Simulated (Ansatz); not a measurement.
**Al2Cu: density, localisation and related maps**

Input file:

```
crystal:
  lattice:
    - [4.0880282815, 0.0, 0.0]
    - [0.0, 4.0880282815, 0.0]
    - [0.0, 0.0, 2.8513253939]
  atoms:
    - { symbol: Al, position: [0.5, 0.0, 0.5] }
    - { symbol: Al, position: [0.0, 0.5, 0.5] }
    - { symbol: Cu, position: [0.0, 0.0, -0.105214228] }
basis:
  ecutwfc: 500
kpoints:
  mp_grid: { grid: [12, 12, 16] }
hamiltonian:
  xc: r2scan
scf:
  occupations: { method: gaussian, width: 0.15 }
output:
  forces: true
  stress: true
  eigenvalues: true
  write_density: true
  write_potential: true
  elf: true
  volumetric_format: npy
```

Run with:

```sh
ansatz run input.yaml --threads 2 --pin off --max-ram 5120MiB --backend cpu --events-out ev --progress --plain --runs-dir out
```

Below, planes, directions and counts refer to the conventional cell (a = 4.09 Å, b = 4.09 Å, c = 2.85 Å, α = 90.00°, β = 90.00°, γ = 90.00°).

Space group P4mm; a structure from a database of computed crystals, not necessarily the ambient phase; changed on purpose from its base cell (atom 3 (Cu) moved by (+0.000, -0.300) A along [1 1 0] and z); not relaxed (largest force 1.9 eV/Å); computed pressure about 3 GPa in this cell; computed without spin polarisation.

Computed with DFT r2SCAN, scalar-relativistic, plane waves, PAW in Ansatz 0.2.0.

The density is the valence pseudo-density of a PAW calculation; it isn't the true density close to the nuclei.

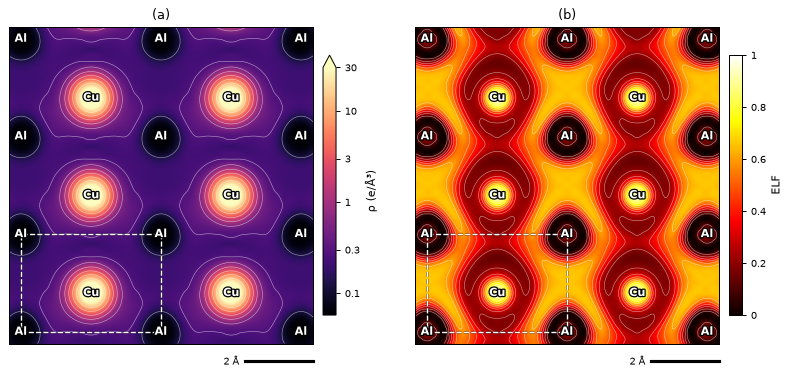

Figure 1. (a) valence charge density (pseudo); (b) electron localisation function on the (100) plane of the conventional cell.

### Describe what can be read from this map.

The plane passes through Al and Cu nuclei.
Al–Cu (2.33 Å): the density is about 0.39 e/Å³ at the midpoint; the ELF peaks at about 0.65 between the atoms.
Between the atoms the lowest density in this plane is 0.18 e/Å³.
The features right at Cu lie inside the PAW spheres, where the map follows smoothed inner orbitals and isn't to be read closely.

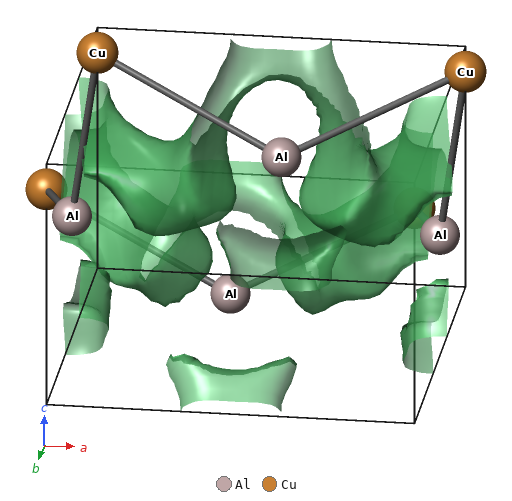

Figure 2. Isosurface of the electron localisation function at 0.6 (green), seen at an oblique angle. Core shells and regions of very low density are left out. Sticks mark near contacts.

### What do the ELF domains correspond to?

At this value the surface marks out sheets that run through the cell in two directions, counted in one cell of 3 atoms. Any copies at cell faces, edges or corners count once.

### Does the calculation give a band gap?

It is gapless in this calculation (a metal or semimetal).
